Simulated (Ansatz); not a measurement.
# Two runs on SiC

System: SiC (P6₃mc, 4 atoms in the cell).
Method of run 1: DFT, r2SCAN, plane waves, PAW, no spin polarisation (Ansatz 0.2.0).

The structure was built on a prototype by a generator. The geometry comes from this level: PBE. Text and figures count atoms from 1; the logs count them from 0 in places.

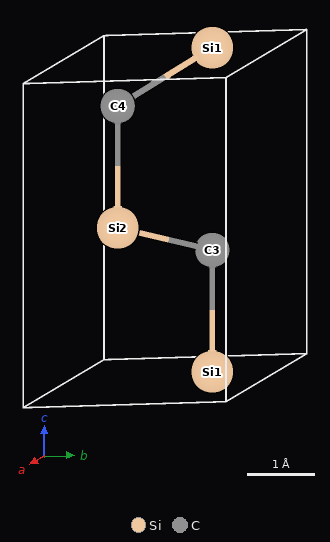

Fig. 1: The starting structure (ball-and-stick view of the cell of the calculation, seen slightly off an axis; atoms are numbered from 1 in the order of the input). Near neighbours in the crystal (not all of them lie inside the picture): Si has 4 C at 1.89 to 1.91 Å; C has 4 Si at 1.89 to 1.91 Å.

Input, run 1:
```yaml
crystal:
  lattice:
    - [3.0918273337, 0.0, 0.0]
    - [-1.5459136669, 2.6776010151, 0.0]
    - [0.0, 0.0, 5.0742732797]
  atoms:
    - { symbol: Si, position: [0.3333333333, 0.6666666667, -0.0004133941] }
    - { symbol: Si, position: [0.6666666667, 0.3333333333, 0.4995866059] }
    - { symbol: C, position: [0.3333333333, 0.6666666667, 0.3754133941] }
    - { symbol: C, position: [0.6666666667, 0.3333333333, 0.8754133941] }
kpoints:
  mp_grid: { grid: [12, 12, 4] }
hamiltonian:
  xc: r2scan
scf:
  occupations: { method: fermi_dirac, width: 0.02 }
relax:
  f_tol: 0.005
  cell: {}
```

Command:
```bash
ansatz run input.yaml --threads 4 --pin off --max-ram 7372MiB --backend cpu --events-out ev --progress --plain --runs-dir out
```

Hardware: 4 threads of Arm Neoverse V2, 24 GiB of memory available, shared host.

Output, shortened to warnings, some set-up lines, iterations and results (run 1):
```
Basis set: ecut = 500 eV, 1099 PW (Γ), exchange–correlation on 96×96×160 points (64 copies of the dense FFT grid, shifted against one another)
Symmetry: 12 space group operations
k-points: 57 of 576 (time reversal used)
Initial density: superposition of atomic densities (neutral atoms: chi_scale 0, normalization atom), corrected by the library's trained network
[...]
SCF iter   1: F=—  HF=-1782.558651 eV  |F-HF|=—  |Δ(HF+E_count)|=         —  Δρ=5.83e-3  dr2=9.02e-3  dr2_τ=3.72e-1  ethr=1.77e-3  ⟨swp⟩=6.0  Hψ=4768  notcnv=0
SCF iter   2: F=—  HF=-1782.645069 eV  |F-HF|=—  |Δ(HF+E_count)|=   8.64e-2  Δρ=3.97e-3  dr2=3.59e-3  dr2_τ=6.35e-5  ethr=5.64e-5  ⟨swp⟩=3.0  Hψ=2011  notcnv=0
SCF iter   3: F=—  HF=-1782.644958 eV  |F-HF|=—  |Δ(HF+E_count)|=   1.11e-4  Δρ=1.35e-3  dr2=7.21e-4  dr2_τ=1.17e-5  ethr=2.24e-5  ⟨swp⟩=2.0  Hψ=1343  notcnv=0
SCF iter   4: F=—  HF=-1782.644980 eV  |F-HF|=—  |Δ(HF+E_count)|=   2.18e-5  Δρ=2.41e-4  dr2=1.47e-5  dr2_τ=4.33e-6  ethr=4.51e-6  ⟨swp⟩=2.0  Hψ=1173  notcnv=0
SCF iter   5: F=—  HF=-1782.644980 eV  |F-HF|=—  |Δ(HF+E_count)|=   1.71e-7  Δρ=7.33e-5  dr2=1.29e-6  dr2_τ=4.62e-8  ethr=9.19e-8  ⟨swp⟩=2.0  Hψ=1074  notcnv=0
[... 26 lines ...]
SCF iter   2: F=—  HF=-1782.652296 eV  |F-HF|=—  |Δ(HF+E_count)|=   8.22e-7  Δρ=7.73e-6  dr2=2.32e-9  dr2_τ=1.89e-9  ethr=5.55e-11  ⟨swp⟩=2.2  Hψ=1169  notcnv=0
SCF iter   3: F=—  HF=-1782.652296 eV  |F-HF|=—  |Δ(HF+E_count)|=   1.88e-8  Δρ=3.46e-7  dr2=4.89e-11  dr2_τ=5.70e-12  ethr=1.45e-11  ⟨swp⟩=2.0  Hψ=1140  notcnv=0
SCF iter   4: F=-1782.652296 eV  HF=-1782.652296 eV  |F-HF|=8.19e-12  |Δ(HF+E_count)|=  1.73e-11  Δρ=1.35e-7  dr2=3.31e-12  dr2_τ=7.70e-13  ethr=1.00e-12  ⟨swp⟩=4.2  Hψ=2293  …
SCF 6 converged in 4 iterations: F = -1782.652296 eV  dr2 = 3.31e-12
relax step   6: F+E_penalty+E_count = -1782.65229584 eV  Δ(F+E_penalty+E_count) = +8.532e-5 eV  max|allowed force component| = 2.071e-4 eV/Å  Δτ_max = 0.0000 Å  P = +0.002 …
basis re-selected at this cell: Δ(F+E_penalty+E_count) = +8.532e-5 eV, ΔP = +0.003 GPa vs the last step (what re-selecting the basis moved, of the pressure what is left beyond the Pulay correction that the steps carried, after the strain that the cell walked since its last selection, with what the …
SCF converged after 4 iterations
Free energy (F): -1782.652296 eV
Harris-Foulkes:  -1782.652296 eV  (|F-HF|=8.19e-12)
Internal energy: -1782.652296 eV  (E = F + TS)
E sigma→0 (E₀):  -1782.652296 eV
Fermi energy:    10.852216 eV
--- Per-component energies (eV) ---
  E_band       = 51.171524
  E_kinetic    = 272.220030
  E_local      = -208.959799  (includes V_loc(G=0)·N_el)
  E_nonlocal   = 100.683584
  E_hartree    = 65.867602
  E_xc         = -202.782967
  E_vxc        = -237.377603  (∫ρ·V_xc dr)
  E_paw        = -1240.568060  (= ΣΔE_a)
  E_vpaw       = -18.272405  (= ΣTr[D̂ρ^β])
  E_aug_tail   = 0.000016  (compensation charges beyond the density's cutoff)
  E_vtau       = 11.142483  (kinetic-family band-sum trace: ∫τ·v_τ [+ j·A + Jᵃ·Aᵃ] dr)
  E_ewald      = -568.910287
  E_core_change = -0.202413  (= ΣΔE_core)
  E_smearing   = -0.000000  (= −TS)
  E_closure    = -0.000000  (closes the sum)
  Σ components = -1782.652296   (vs F -1782.652296, Δ=0.00e0)
--- Forces (eV/Å), atoms counted from 1 ---
  atom   1  Si     0.00000000    -0.00000000     0.00020563
  atom   2  Si    -0.00000000     0.00000000     0.00020563
  atom   3  C      0.00000000    -0.00000000    -0.00020860
  atom   4  C     -0.00000000     0.00000000    -0.00020860
  max |Σ_I F_I| component: 5.93e-6 eV/Å
--- Stress (GPa, compression-positive) ---
        0.002927       0.000000      -0.000000
        0.000000       0.002927       0.000000
       -0.000000       0.000000       0.000431
  P = ⅓ Tr σ = 0.0021 GPa (0.021 kbar)
--- Relaxed structure (5 steps of the walk, 5 accepted, 1 SCFs on fresh bases) ---
  F+E_penalty+E_count = -1782.65229584 eV   max|allowed force component| = 2.071e-4 eV/Å   (the final SCF, on the basis selected at the relaxed cell)
  cell:  # Å, volume = 41.3476 Å³
    - [3.0753562470756073, 2.871382583494696e-11, -5.601804550883468e-30]
    - [-1.5376781235626704, 2.663336635640292, -5.1942279083415965e-19]
    - [-2.975261645032118e-33, -9.84348741111119e-19, 5.04810809583955]
  atoms:
[...]
```

For run 2 the input was changed thus:
```diff
-  xc: r2scan
+  xc: lda
```

What does this change do to the results?

The total energies belong to different methods, so their difference says nothing on which is more stable or more accurate. The volume per atom goes from 10.34 to 10.14 Å³. The functional changes from r2SCAN to LDA. The SCF takes 30 iterations over all geometry steps against 24. The default cutoff goes from 500 to 420 eV with the change. On the same kind of shared host run 2 took about 0.57 times as long.

Output, shortened to warnings, some set-up lines, iterations and results (run 2):
```
Basis set: ecut = 420 eV, 809 PW (Γ)
Symmetry: 12 space group operations
k-points: 57 of 576 (time reversal used)
Initial density: superposition of atomic densities (neutral atoms: chi_scale 0, normalization atom), corrected by the library's trained network
[...]
SCF iter   1: F=—  HF=-1704.367213 eV  |F-HF|=—  |Δ(HF+E_count)|=         —  Δρ=7.85e-3  dr2=2.83e-2  ethr=1.77e-3  ⟨swp⟩=5.8  Hψ=4689  notcnv=0
SCF iter   2: F=—  HF=-1704.359586 eV  |F-HF|=—  |Δ(HF+E_count)|=   7.63e-3  Δρ=3.55e-3  dr2=2.62e-3  ethr=1.77e-4  ⟨swp⟩=2.7  Hψ=1738  notcnv=0
SCF iter   3: F=—  HF=-1704.358879 eV  |F-HF|=—  |Δ(HF+E_count)|=   7.06e-4  Δρ=1.45e-3  dr2=3.72e-4  ethr=1.64e-5  ⟨swp⟩=2.3  Hψ=1240  notcnv=0
SCF iter   4: F=—  HF=-1704.358786 eV  |F-HF|=—  |Δ(HF+E_count)|=   9.37e-5  Δρ=2.56e-4  dr2=1.21e-5  ethr=2.32e-6  ⟨swp⟩=1.0  Hψ=684  notcnv=0
SCF iter   5: F=—  HF=-1704.358783 eV  |F-HF|=—  |Δ(HF+E_count)|=   2.22e-6  Δρ=1.61e-5  dr2=5.11e-8  ethr=7.57e-8  ⟨swp⟩=2.0  Hψ=1129  notcnv=0
[... 34 lines ...]
SCF iter   1: F=—  HF=-1704.393132 eV  |F-HF|=—  |Δ(HF+E_count)|=         —  Δρ=1.06e-5  dr2=3.78e-8  ethr=4.06e-8  ⟨swp⟩=3.1  Hψ=6630  notcnv=0
SCF iter   2: F=—  HF=-1704.393132 eV  |F-HF|=—  |Δ(HF+E_count)|=   4.44e-7  Δρ=4.77e-6  dr2=6.70e-9  ethr=2.36e-10  ⟨swp⟩=2.3  Hψ=1093  notcnv=0
SCF iter   3: F=-1704.393132 eV  HF=-1704.393132 eV  |F-HF|=6.59e-12  |Δ(HF+E_count)|=   2.55e-9  Δρ=3.67e-7  dr2=3.55e-11  ethr=1.00e-12  ⟨swp⟩=3.7  Hψ=3099  notcnv=0
SCF 7 converged in 3 iterations: F = -1704.393132 eV  dr2 = 3.55e-11
relax step   7: F+E_penalty+E_count = -1704.39313161 eV  Δ(F+E_penalty+E_count) = +3.973e-5 eV  max|allowed force component| = 1.041e-3 eV/Å  Δτ_max = 0.0000 Å  P = +0.002 …
basis re-selected at this cell: Δ(F+E_penalty+E_count) = +3.973e-5 eV, ΔP = -0.000 GPa vs the last step (what re-selecting the basis moved, of the pressure what is left beyond the Pulay correction that the steps carried, after the strain that the cell walked since its last selection, with what the …
SCF converged after 3 iterations
Free energy (F): -1704.393132 eV
Harris-Foulkes:  -1704.393132 eV  (|F-HF|=6.59e-12)
Internal energy: -1704.393132 eV  (E = F + TS)
E sigma→0 (E₀):  -1704.393132 eV
Fermi energy:    10.705673 eV
--- Per-component energies (eV) ---
  E_band       = 57.306495
  E_kinetic    = 273.695373
  E_local      = -211.939958  (includes V_loc(G=0)·N_el)
  E_nonlocal   = 108.326920
  E_hartree    = 64.077343
  E_xc         = -210.217468
  E_vxc        = -219.763174  (∫ρ·V_xc dr)
  E_paw        = -1156.144356  (= ΣΔE_a)
  E_vpaw       = -21.167336  (= ΣTr[D̂ρ^β])
  E_aug_tail   = 0.000030  (compensation charges beyond the density's cutoff)
  E_ewald      = -572.485343
  E_core_change = 0.294326  (= ΣΔE_core)
  E_smearing   = -0.000000  (= −TS)
  E_closure    = 0.000000  (closes the sum)
  Σ components = -1704.393132   (vs F -1704.393132, Δ=0.00e0)
--- Forces (eV/Å), atoms counted from 1 ---
  atom   1  Si    -0.00000000     0.00000000    -0.00104949
  atom   2  Si     0.00000000    -0.00000000    -0.00104949
  atom   3  C     -0.00000000     0.00000000     0.00103282
  atom   4  C      0.00000000    -0.00000000     0.00103282
  max |Σ_I F_I| component: 3.34e-5 eV/Å
--- Stress (GPa, compression-positive) ---
        0.004712       0.000000       0.000000
        0.000000       0.004712       0.000000
       -0.000000       0.000000      -0.002957
  P = ⅓ Tr σ = 0.0022 GPa (0.022 kbar)
--- Relaxed structure (5 steps of the walk, 5 accepted, 2 SCFs on fresh bases) ---
  F+E_penalty+E_count = -1704.39313161 eV   max|allowed force component| = 1.041e-3 eV/Å   (the final SCF, on the basis selected at the relaxed cell)
  cell:  # Å, volume = 40.5776 Å³
    - [3.056372021900798, 2.8536574771509304e-11, -1.2274506692949661e-29]
    - [-1.5281860109751122, 2.6468958143678316, -1.1386905412837185e-18]
    - [2.8112708456996386e-33, -2.1579118602549537e-18, 5.015841697913293]
  atoms:
    - { symbol: Si, position: [0.33333333333333337, 0.6666666666666667, -0.0004068381954498909] }
[...]
```

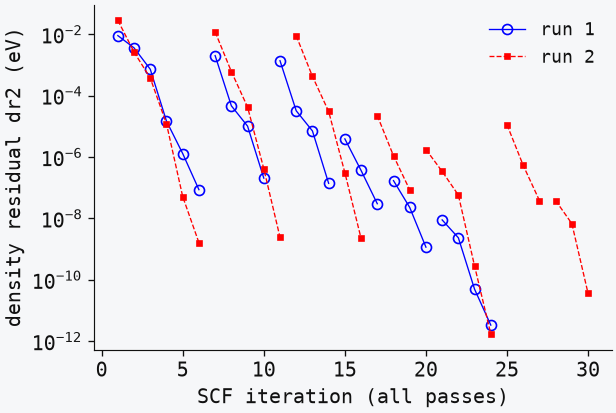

Fig. 2: Convergence of the two runs: density residual dr2 against the SCF iteration. A break in a curve parts two SCF passes. Run 1 takes 24 iterations in all, and run 2 takes 30.

The two runs side by side:

| quantity | run 1 | run 2 |
| --- | --- | --- |
| outcome | converged | converged |
| free energy per atom (eV) | −445.6631 | −426.0983 |
| pressure (GPa) | 0.00 | 0.00 |
| volume per atom (Å³) | 10.34 | 10.14 |
| largest force (eV/Å) | 0.000 | 0.001 |
| SCF iterations | 24 | 30 |
| irreducible k-points | 57 | 57 |
| wall time (shared host) | 6.7 s | 3.8 s |
